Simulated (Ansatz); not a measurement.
**Run report: Sn₃₂O₃₁ (charge +2), single-point calculation (part 1 of 2)**

System: Sn₃₂O₃₁ (defect cell, 63 atoms in the cell, total charge +2).
Method: DFT PBE, scalar-relativistic, plane waves, PAW, spin-polarised (Ansatz 0.2.0).

The structure derives from a Materials Project entry.

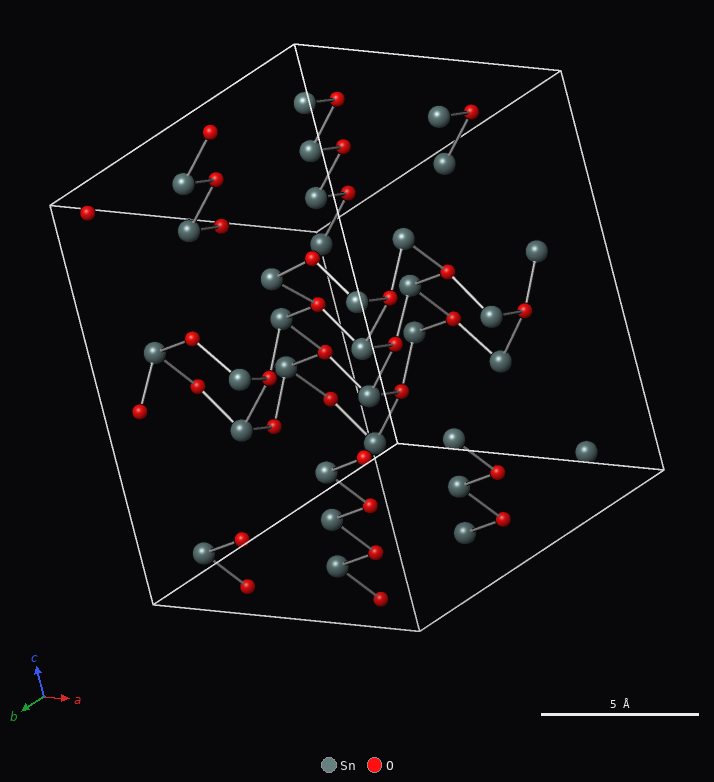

Fig. 1: The structure as given in the input (ball-and-stick view of the cell of the calculation, seen at an oblique angle). An atom can appear more than once, as a periodic image. Near neighbours in the periodic cell (some may lie outside the picture): Sn has 3 O at 2.13 to 2.17 Å; Sn has 2 O at 2.14 to 2.17 Å; O has 3 Sn at 2.13 to 2.17 Å.

**Input file**
```yaml
crystal:
  lattice:
    - [-6.71001, 0.0, -8.44394]
    - [-6.71001, 0.0, 8.44394]
    - [6.71001, 11.348208, 0.0]
  atoms:
    - { symbol: Sn, position: [0.9274789915, 0.1889542012, 0.1162951148] }
    - { symbol: Sn, position: [0.931329126, 0.6858243799, 0.6167586674] }
    - { symbol: Sn, position: [0.4283737319, 0.1875615457, 0.1142070819] }
    - { symbol: Sn, position: [0.9297132847, 0.1836085526, 0.6168452303] }
    - { symbol: Sn, position: [0.6826718108, 0.4331645651, 0.6153384456] }
    - { symbol: Sn, position: [0.4338242558, 0.6870424818, 0.6178149412] }
    - { symbol: Sn, position: [0.9269629949, 0.6859632041, 0.1143256131] }
    - { symbol: Sn, position: [0.6784300678, 0.9364969448, 0.1155040408] }
    - { symbol: Sn, position: [0.4304470244, 0.1846034062, 0.6148605898] }
    - { symbol: Sn, position: [0.161056684, 0.4375077432, 0.5985528804], spin: 0.2 }
    - { symbol: Sn, position: [0.676087247, 0.4372472206, 0.1132833441] }
    - { symbol: Sn, position: [0.4281866273, 0.6864848686, 0.1144890044] }
    - { symbol: Sn, position: [0.1777333353, 0.9373752118, 0.1149623863] }
    - { symbol: Sn, position: [0.6780934447, 0.9357186292, 0.6138304531] }
    - { symbol: Sn, position: [0.1790661662, 0.437178266, 0.1153892297] }
    - { symbol: Sn, position: [0.1829933424, 0.9327037722, 0.6155168871] }
    - { symbol: Sn, position: [0.0650746404, 0.0725139821, 0.3872754043] }
    - { symbol: Sn, position: [0.0630654797, 0.5712888475, 0.8843396736] }
    - { symbol: Sn, position: [0.5657164984, 0.0704090928, 0.3832616861] }
    - { symbol: Sn, position: [0.0619121807, 0.0730820803, 0.8856562256] }
    - { symbol: Sn, position: [0.8130621577, 0.320950058, 0.883987313] }
    - { symbol: Sn, position: [0.560780498, 0.5717391486, 0.8828517337] }
    - { symbol: Sn, position: [0.0703919336, 0.5577003257, 0.389436691], spin: 0.2 }
    - { symbol: Sn, position: [0.816645846, 0.819566506, 0.3859313209] }
    - { symbol: Sn, position: [0.5632366121, 0.0709441282, 0.8839725564] }
    - { symbol: Sn, position: [0.3111945523, 0.3222519857, 0.8827409075] }
    - { symbol: Sn, position: [0.831217746, 0.3197400294, 0.3896007384], spin: 0.2 }
    - { symbol: Sn, position: [0.5662478699, 0.5701764174, 0.3861147019] }
    - { symbol: Sn, position: [0.3130767735, 0.8174084484, 0.3832561863] }
    - { symbol: Sn, position: [0.8126852525, 0.8238706634, 0.8857375493] }
    - { symbol: Sn, position: [0.3149621123, 0.3232941422, 0.3879953912] }
    - { symbol: Sn, position: [0.3132682034, 0.821496689, 0.8843954836] }
    - { symbol: O, position: [0.0374957793, 0.9089894816, 0.9463807521] }
    - { symbol: O, position: [0.5394920297, 0.4074674101, 0.4486919843] }
    - { symbol: O, position: [0.0383318327, 0.407900664, 0.9463328589] }
    - { symbol: O, position: [0.7860443918, 0.6593361654, 0.9458997841] }
    - { symbol: O, position: [0.538638875, 0.908155434, 0.9464610523] }
    - { symbol: O, position: [0.0418431254, 0.9101428001, 0.4493782834] }
    - { symbol: O, position: [0.7913105491, 0.1533649078, 0.4466921223] }
    - { symbol: O, position: [0.53590559, 0.4075605326, 0.9433794718] }
    - { symbol: O, position: [0.2881609458, 0.6573438134, 0.9453194652] }
    - { symbol: O, position: [0.7911416869, 0.6568197107, 0.4480441613] }
    - { symbol: O, position: [0.5387390459, 0.9048013948, 0.4435135398] }
    - { symbol: O, position: [0.2896242784, 0.1575423338, 0.4467992758] }
    - { symbol: O, position: [0.7884929577, 0.1579992011, 0.9462847441] }
    - { symbol: O, position: [0.2936947959, 0.6554870423, 0.4474019796] }
    - { symbol: O, position: [0.2865914987, 0.1600205765, 0.9457594182] }
    - { symbol: O, position: [0.843302575, 0.9640608139, 0.0557258206] }
    - { symbol: O, position: [0.8469784028, 0.4602201397, 0.5541551596], spin: 0.2 }
    - { symbol: O, position: [0.3406945539, 0.9623732216, 0.0528171473] }
    - { symbol: O, position: [0.8440509556, 0.9592871105, 0.5547630006] }
    - { symbol: O, position: [0.5941228309, 0.2086060924, 0.5530877732] }
    - { symbol: O, position: [0.341907887, 0.4623813571, 0.5570896551], spin: 0.2 }
    - { symbol: O, position: [0.8400451631, 0.4612012033, 0.0519617186] }
    - { symbol: O, position: [0.5917058003, 0.7112425811, 0.0528401318] }
    - { symbol: O, position: [0.3448311406, 0.9590916034, 0.5528478485] }
    - { symbol: O, position: [0.0938686043, 0.215468584, 0.5557875861], spin: 0.2 }
    - { symbol: O, position: [0.5908437931, 0.2119715062, 0.0519072606] }
    - { symbol: O, position: [0.3416466708, 0.4612956302, 0.0527495459] }
    - { symbol: O, position: [0.0906409114, 0.7122282717, 0.0527853433] }
    - { symbol: O, position: [0.5958702318, 0.7109963244, 0.5552663589] }
    - { symbol: O, position: [0.0917778714, 0.2125240816, 0.055671896] }
    - { symbol: O, position: [0.0936238707, 0.7073264911, 0.5536113674], spin: 0.2 }
magnetization:
  spin_polarized: true
total_charge: 2
basis:
  ecutwfc: 420
  fft_grid_basis: typed
kpoints:
  mp_grid: { grid: [1, 1, 1] }
hamiltonian:
  xc: pbe
  pseudopotentials: { kind: paw }
scf:
  occupations: { method: gaussian, width: 0.05 }
output:
  forces: true
  stress: false
  eigenvalues: true
  bader: true
  write_density: true
  volumetric_format: npy
  populations: true
```

Launched with:
```bash
ansatz run input.yaml --threads 8 --pin off --max-ram 16384MiB --backend cpu --events-out ev --progress --plain --runs-dir out
```

**Output**
```
Engine: ansatz 0.2.0, aarch64-unknown-linux-gnu
Pseudopotentials: kind: paw
Pseudopotential: Sn, paw, valence charge 14, recommended cutoff 420 eV (normal), Sn.paw.azcp
Pseudopotential: O, paw, valence charge 6, recommended cutoff 420 eV (normal), O.paw.azcp
Functional definition: PBE
  parameter kappa = 0.804
  parameter beta = 0.06672455060314922
  exchange = pbe_x(kappa = kappa, mu = beta*pi^2/3)
  correlation = pbe_c(beta = beta)
Crystal: 63 atoms, lattice volume = 1285.954 Å³
Basis set: ecut = 420 eV, 25067 PW (Γ), exchange–correlation on 150×150×180 points (8 copies of the dense FFT grid, shifted against one another)
Bands: 381, of which v1, the nominal top of the filled ones, is band 316 counted from 1 (315 counted from 0)
Symmetry: 1 space group operations
Space group: P1 (ITA 1), of the structure as read, at distance tolerance 1.1e-4 Å
Magnetic group: BNS 1.1 (UNI 1), of the structure as read, at distance tolerance 1.1e-4 Å
k-points: 1
Non-local potential: Sn, projectors of the file, l = 0: 2, l = 1: 2, l = 2: 2, l = 3: 2
Non-local potential: O, projectors of the file, l = 0: 2, l = 1: 2, l = 2: 1
PAW form: soft (Blöchl's): semilocal exchange-correlation on the pseudo side does not see the compensation charge
PAW one-centre angular grid: Sn, 590 points (default); XC on 64 Gauss nodes
PAW one-centre angular grid: O, 110 points (default); XC on 64 Gauss nodes
Initial density: superposition of atomic densities (chi_scale 0.1, normalization cell, long waves kept (reshape's long-wave potential 0.48 eV rms))
Starting moments: Σ|m| = 1.4 μB on 7 of 63 sites
Initial wavefunctions: pseudopotential atomic-orbital guess
Functional: x = pbe(κ = 0.804, μ = 0.2195149727645171), c = pbe(β = 0.06672455060314922)
SCF iter   1: F=—  HF=-210387.426016 eV  |F-HF|=—  |Δ(HF+E_count)|=         —  Δρ=2.47e-2 (↑2.39e-2 ↓2.47e-2)  dr2=3.98e1  dr2_m=1.69e-1  M=0.015 μB ∫|m|=0.283 μB  β_m=0.30  ethr=3.10e-3  ⟨swp⟩=6.0  Hψ=2866  notcnv=0
preconditioner: auto → Resta (q_TF=auto, 2.424 Å⁻¹)  ε∞=3.0  [insulator: Δε(μ)=0.166 eV  Ē_g=18.187 eV  σ=0.050 eV  W_gap=0.98  n_scr=318 (ndim 8)  ℏωp=26.0 eV  f_vac=0.000  D(μ)=1.85/eV (n_scr^D=0)  ε∞_Penn≈3.0]
spin=Collinear: Resta preconditioning applied to the charge; magnetization (m = ρ↑ − ρ↓) channel mixes plain (no charge-response kernel on spin).
SCF iter   2: F=—  HF=-210380.483691 eV  |F-HF|=—  |Δ(HF+E_count)|=    6.94e0  Δρ=1.58e-2 (↑1.56e-2 ↓1.58e-2)  dr2=1.50e1  dr2_m=8.98e-2  M=0.009 μB ∫|m|=0.237 μB  β_m=0.30  ethr=3.10e-3  ⟨swp⟩=3.0  Hψ=1524  notcnv=0  defer=116
SCF iter   3: F=—  HF=-210377.425148 eV  |F-HF|=—  |Δ(HF+E_count)|=    3.06e0  Δρ=9.50e-3 (↑8.74e-3 ↓9.50e-3)  dr2=5.88e0  dr2_m=4.64e-2  M=0.191 μB ∫|m|=0.286 μB  β_m=0.30  ethr=2.38e-3  ⟨swp⟩=4.0  Hψ=1270  notcnv=0  defer=116
SCF iter   4: F=—  HF=-210376.506728 eV  |F-HF|=—  |Δ(HF+E_count)|=   9.18e-1  Δρ=4.17e-3 (↑4.17e-3 ↓3.86e-3)  dr2=1.03e0  dr2_m=2.57e-2  M=0.144 μB ∫|m|=0.233 μB  β_m=0.30  ethr=9.30e-4  ⟨swp⟩=4.0  Hψ=1536  notcnv=0  defer=116
SCF iter   5: F=—  HF=-210376.455270 eV  |F-HF|=—  |Δ(HF+E_count)|=   5.15e-2  Δρ=2.48e-3 (↑2.48e-3 ↓2.36e-3)  dr2=2.96e-1  dr2_m=1.32e-2  M=0.430 μB ∫|m|=0.476 μB  β_m=0.30  ethr=1.62e-4  ⟨swp⟩=2.0  Hψ=696  notcnv=0  defer=116
SCF iter   6: F=—  HF=-210376.479537 eV  |F-HF|=—  |Δ(HF+E_count)|=   2.43e-2  Δρ=1.12e-3 (↑1.12e-3 ↓1.07e-3)  dr2=6.31e-2  dr2_m=7.78e-3  M=0.483 μB ∫|m|=0.526 μB  β_m=0.30  ethr=4.68e-5  ⟨swp⟩=3.0  Hψ=1290  notcnv=0  defer=116
SCF iter   7: F=—  HF=-210376.492003 eV  |F-HF|=—  |Δ(HF+E_count)|=   1.25e-2  Δρ=8.98e-4 (↑8.98e-4 ↓8.31e-4)  dr2=5.67e-3  dr2_m=6.60e-3  M=0.723 μB ∫|m|=0.761 μB  β_m=0.30  ethr=9.98e-6  ⟨swp⟩=2.0  Hψ=666  notcnv=0  defer=116
SCF iter   8: F=—  HF=-210376.504350 eV  |F-HF|=—  |Δ(HF+E_count)|=   1.23e-2  Δρ=7.61e-4 (↑7.61e-4 ↓6.44e-4)  dr2=2.74e-3  dr2_m=5.57e-3  M=0.851 μB ∫|m|=0.892 μB  β_m=0.30  ethr=8.97e-7  ⟨swp⟩=2.5  Hψ=1280  notcnv=0  defer=116
SCF iter   9: F=—  HF=-210376.513350 eV  |F-HF|=—  |Δ(HF+E_count)|=   9.00e-3  Δρ=7.21e-4 (↑7.21e-4 ↓5.38e-4)  dr2=6.47e-3  dr2_m=4.37e-3  M=0.938 μB ∫|m|=0.985 μB  β_m=0.30  ethr=4.33e-7  ⟨swp⟩=2.0  Hψ=1276  notcnv=0  defer=116
SCF iter  10: F=—  HF=-210376.519510 eV  |F-HF|=—  |Δ(HF+E_count)|=   6.16e-3  Δρ=5.82e-4 (↑5.82e-4 ↓4.35e-4)  dr2=3.67e-3  dr2_m=2.87e-3  M=0.971 μB ∫|m|=1.025 μB  β_m=0.30  ethr=4.33e-7  ⟨swp⟩=2.0  Hψ=1275  notcnv=0  defer=116
SCF iter  11: F=—  HF=-210376.523444 eV  |F-HF|=—  |Δ(HF+E_count)|=   3.93e-3  Δρ=3.57e-4 (↑3.51e-4 ↓3.57e-4)  dr2=5.07e-4  dr2_m=1.45e-3  M=0.950 μB ∫|m|=1.012 μB  β_m=0.30  ethr=4.33e-7  ⟨swp⟩=2.0  Hψ=1274  notcnv=0  defer=116
Mixer restart at iter 11: flushing history
spin-set hold released at iteration 11 (site moments contracting): the magnetisation degrees of freedom join the quasi-Newton model from the next iteration; the mixer history was flushed
SCF iter  12: F=—  HF=-210376.526035 eV  |F-HF|=—  |Δ(HF+E_count)|=   2.59e-3  Δρ=3.73e-4 (↑3.73e-4 ↓3.05e-4)  dr2=1.26e-3  dr2_m=1.29e-3  M=1.015 μB ∫|m|=1.080 μB  β_m=0.59  ethr=8.02e-8  ⟨swp⟩=2.5  Hψ=1275  notcnv=0  defer=116
SCF iter  13: F=—  HF=-210376.529488 eV  |F-HF|=—  |Δ(HF+E_count)|=   3.45e-3  Δρ=2.59e-4 (↑2.59e-4 ↓1.78e-4)  dr2=4.19e-4  dr2_m=5.25e-4  M=1.051 μB ∫|m|=1.127 μB  β_m=0.80  ethr=8.02e-8  ⟨swp⟩=3.0  Hψ=1434  notcnv=0  defer=116
SCF iter  14: F=—  HF=-210376.531936 eV  |F-HF|=—  |Δ(HF+E_count)|=   2.45e-3  Δρ=1.64e-4 (↑1.29e-4 ↓1.64e-4)  dr2=1.14e-3  dr2_m=5.31e-5  M=1.118 μB ∫|m|=1.209 μB  β_m=0.70  ethr=6.64e-8  ⟨swp⟩=3.0  Hψ=1521  notcnv=0  defer=116
SCF iter  15: F=—  HF=-210376.531913 eV  |F-HF|=—  |Δ(HF+E_count)|=   2.34e-5  Δρ=4.51e-5 (↑4.51e-5 ↓3.94e-5)  dr2=5.02e-5  dr2_m=1.04e-5  M=1.133 μB ∫|m|=1.231 μB  β_m=0.74  ethr=6.64e-8  ⟨swp⟩=2.0  Hψ=1274  notcnv=0  defer=116
SCF iter  16: F=—  HF=-210376.532714 eV  |F-HF|=—  |Δ(HF+E_count)|=   8.01e-4  Δρ=3.03e-5 (↑3.03e-5 ↓1.85e-5)  dr2=1.24e-5  dr2_m=4.80e-6  M=1.140 μB ∫|m|=1.239 μB  β_m=0.78  ethr=7.95e-9  ⟨swp⟩=2.0  Hψ=1390  notcnv=0  defer=116
SCF iter  17: F=—  HF=-210376.532718 eV  |F-HF|=—  |Δ(HF+E_count)|=   4.38e-6  Δρ=2.13e-5 (↑1.20e-5 ↓2.13e-5)  dr2=5.16e-6  dr2_m=2.34e-6  M=1.146 μB ∫|m|=1.246 μB  β_m=0.82  ethr=1.96e-9  ⟨swp⟩=2.0  Hψ=959  notcnv=0  defer=116
SCF iter  18: F=—  HF=-210376.532721 eV  |F-HF|=—  |Δ(HF+E_count)|=   2.36e-6  Δρ=9.51e-6 (↑9.34e-6 ↓9.51e-6)  dr2=1.05e-6  dr2_m=8.47e-7  M=1.153 μB ∫|m|=1.254 μB  β_m=0.91  ethr=8.16e-10  ⟨swp⟩=2.0  Hψ=1279  notcnv=0  defer=116
SCF iter  19: F=—  HF=-210376.532722 eV  |F-HF|=—  |Δ(HF+E_count)|=   1.66e-6  Δρ=9.44e-6 (↑9.44e-6 ↓6.86e-6)  dr2=2.99e-6  dr2_m=1.52e-7  M=1.159 μB ∫|m|=1.261 μB  β_m=0.72  ethr=1.67e-10  ⟨swp⟩=2.5  Hψ=1299  notcnv=0  defer=116
SCF iter  20: F=—  HF=-210376.532722 eV  |F-HF|=—  |Δ(HF+E_count)|=   2.88e-7  Δρ=2.28e-6 (↑1.81e-6 ↓2.28e-6)  dr2=8.38e-8  dr2_m=3.61e-8  M=1.161 μB ∫|m|=1.264 μB  β_m=0.75  ethr=1.58e-11  ⟨swp⟩=11.0  Hψ=4753  notcnv=0
SCF iter  21: F=—  HF=-210376.532722 eV  |F-HF|=—  |Δ(HF+E_count)|=   8.22e-8  Δρ=8.81e-7 (↑8.81e-7 ↓7.64e-7)  dr2=4.41e-8  dr2_m=2.80e-9  M=1.163 μB ∫|m|=1.265 μB  β_m=0.71  ethr=1.33e-11  ⟨swp⟩=4.0  Hψ=2281  notcnv=0
SCF iter  22: F=-210376.532722 eV  HF=-210376.532722 eV  |F-HF|=2.33e-9  |Δ(HF+E_count)|=   4.19e-9  Δρ=4.49e-7 (↑4.10e-7 ↓4.49e-7)  dr2=8.21e-9  dr2_m=4.97e-10  M=1.163 μB ∫|m|=1.266 μB  ethr=6.98e-12  ⟨swp⟩=3.5  Hψ=1653  notcnv=0
SCF 1 converged in 22 iterations: F = -210376.532722 eV  dr2 = 8.21e-9
  greatest PAW one-centre occupation: 0.993 electrons in one spin orbital (limit 2), on the Sn atom at site 3 (counted from 0), in its partial waves of l = 2
```

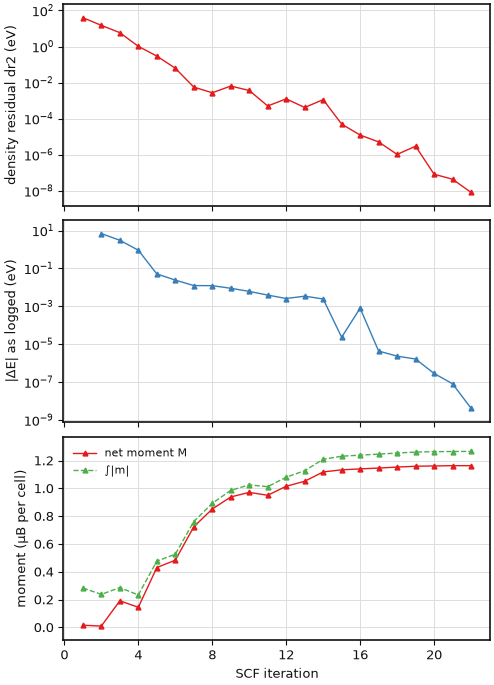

Fig. 2: Convergence of the self-consistent field: density residual dr2, size of the energy change and magnetic moment against the SCF iteration. The residual falls unevenly and jumps up by a factor of two or more 4 times on the way down. The net moment goes from 0.0 to 1.2 μB per cell.

```
SCF converged after 22 iterations
Magnetization: 1.1632 μB (316.5816 up, 315.4184 down)
Absolute magnetization: 1.2675 μB (∫|ρ↑−ρ↓|, with the PAW one-centre terms)
Spin contamination: 0.1444 ħ² per cell (⟨S²⟩ above its minimum at these occupations)
Per-site moments (μB) at R_I (Å): [(0.0005744971112776312, 0.880315176439004), (0.002053949422890861, 0.8796136307927099), (0.0021962369209147883, 0.8832425399129346), (0.001706757830117994, 0.8811197457527946), (0.0032816389825418056, 0.8809290576920796), (0.0017652238500823786, 0.8828348009506536), (0.002208441312491542, 0.8832302800416569), (0.0008450948396019651, 0.8814061872548096), (0.00098491352014784, 0.880872413334835), (0.03130688065885387, 0.8923882249558134), (0.002344646802136974, 0.8835688378846415), (0.004376333999158861, 0.8810699406871225), (0.004845228302929294, 0.8800833584182507), (0.0013105161695034658, 0.8822173502950955), (0.0009028243380424121, 0.8814736099016596), (0.0032862219989714236, 0.8806298837816622), (0.001191931044995924, 0.8834278295423474), (0.002666383545673261, 0.8818584804916184), (0.0034097885036895683, 0.8822199855417967), (0.0010817313303711693, 0.8826537857341823), (0.0009579784394994383, 0.879739074581225), (0.00041879717142494634, 0.8810393232382154), (0.022531455959729215, 0.8860158536047105), (0.0008419069019363033, 0.8818609781720362), (0.0009821385192795545, 0.8798104059748018), (0.0004314832065879736, 0.8811452268949052), (0.021786756042269137, 0.8846519808650857), (0.0008284914074352152, 0.8814803104574425), (0.003381440914932674, 0.8814592761724362), (0.0010711361506961683, 0.8825336310511155), (0.0012212457567057297, 0.8827223452540969), (0.002673253760341965, 0.8818925194215327), (0.011080539453633546, 0.8800833584182507), (0.003294359552265163, 0.8809290576920796), (0.0033699767717293876, 0.8814736099016596), (0.0038093810576969056, 0.8832302800416569), (0.0034260909806484515, 0.8814061872548096), (0.0033206675286443035, 0.8806298837816622), (0.002981186776459345, 0.8811197457527946), (0.005562283164885846, 0.8835688378846415), (0.010576997563193797, 0.8810699406871225), (0.012127414578988758, 0.8796136307927099), (0.009692341422297135, 0.8822173502950955), (0.0032195987786951684, 0.880872413334835), (0.003640218452989775, 0.880315176439004), (0.003232632151626673, 0.8828348009506536), (0.0037840125717708037, 0.8832425399129346), (0.003772106152898977, 0.8825336310511155), (0.020131418560216396, 0.8846519808650857), (0.009643453955664882, 0.8818925194215327), (0.004688773956794077, 0.8818609781720362), (0.009690736964075844, 0.8822199855417967), (0.021747524314603528, 0.8827223452540969), (0.009351917163888545, 0.879739074581225), (0.004678085350642031, 0.8810393232382154), (0.009674024113496844, 0.8814592761724362), (0.0228709400660783, 0.8834278295423474), (0.009341441132617711, 0.8798104059748018), (0.004677786790688195, 0.8811452268949052), (0.009578031195841554, 0.8818584804916184), (0.004672936406308714, 0.8814803104574425), (0.003874208888185767, 0.8826537857341823), (0.020459642081914396, 0.8860158536047105)]
Free energy (F): -210376.532722 eV
Harris-Foulkes:  -210376.532722 eV  (|F-HF|=2.33e-9)
Internal energy: -210376.502930 eV  (E = F + TS)
E sigma→0 (E₀):  -210376.517826 eV
Entropy (-TS):   -0.029792 eV (-0.473 meV/atom)
Fermi energy:    7.197902 eV
```
